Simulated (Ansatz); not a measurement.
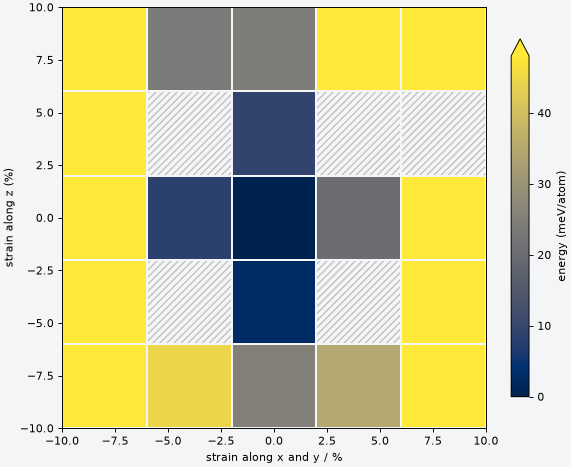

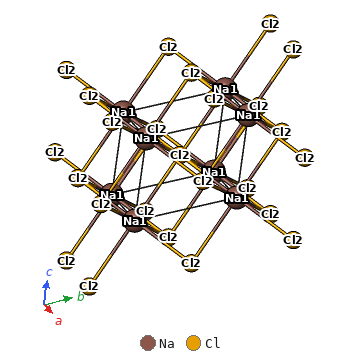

Energy landscape of NaCl (Fm-3m, No. 225; 2 atoms in the cell). 
- The cell is strained homogeneously, by one strain along x and y and another along z, with fractional coordinates fixed (x, y and z along the cube axes).
- The first coordinate is: strain along x and y; the second: strain along z.
- The scan uses a 5 × 5 grid. At 5 points there is no value.
- Points are written as (first, second).
- Energies are in meV/atom, from the lowest grid point.
- The reference cell is the one listed in the database, not relaxed at this level.
- These are results of Ansatz, DFT r2SCAN, scalar-relativistic, plane waves, PAW, not measurements. Settings: cutoff 500 eV, k-mesh 8×8×8, gaussian smearing 0.05 eV, no spin polarisation.

Drawn: one coloured cell a grid point, one colour for all values above the top of the scale, hatched blanks where no value was computed. The second picture is the structure at the lowest point

**Describe this landscape.**

The lowest grid point is at (0 %, 0 %). The highest grid point, (−8 %, −8 %), lies 111 meV/atom above the lowest. The gap on the k-mesh is 5.8 eV at the lowest point and runs from 5.0 to 7.1 eV over the map.
